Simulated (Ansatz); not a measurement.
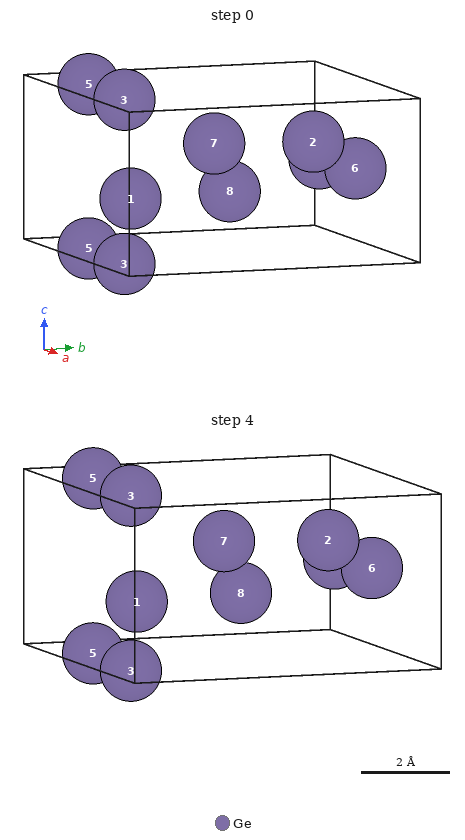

The structure of solid Ge (a generated structure, set up in P4_322) (coarse preliminary run) before (top) and after (bottom) a relaxation, at one scale.

The picture is a spheres-only view of the cell of the calculation, seen slightly off an axis.

All numbers below come from DFT PBE, scalar-relativistic, plane waves, PAW in Ansatz 0.2.0. (plane-wave cutoff 420 eV; k-point mesh 4 × 4 × 4; occupations gaussian; smearing width 0.1 eV; no spin polarisation; cell and atoms relaxed; force threshold 0.04 eV/Å; at most 70 steps)

**Describe what moved and what it gained.**

The largest moves relative to the cell, 0.030 Å, are those of Ge atoms. The drawn cell changes as follows: a = b 7.058 → 7.433 Å (+5.3 %), c 3.774 → 4.024 Å (+6.6 %); the volume changes by +18.3 %. Among the contacts that change: Ge–Ge 2.434 → 2.635 Å, Ge–Ge 2.334 → 2.494 Å, Ge–Ge 2.406 → 2.530 Å, Ge–Ge 2.425 → 2.517 Å. The space group stays P4_322 (No. 95). Over 3 accepted moves (4 points after the start) the energy falls by 1.188 eV per cell of the calculation. Largest force component: 1 eV/Å at the start, 0.027 eV/Å at the end. Pressure: 11.93 GPa at the start and 0.12 GPa at the end. At 1 point the geometry stayed and the basis and grid were re-selected for the new cell (energy shift of 12.7 meV per cell of the calculation at most each time).

Limits of the set-up: the k-point mesh is coarse for a cell with partly filled bands.
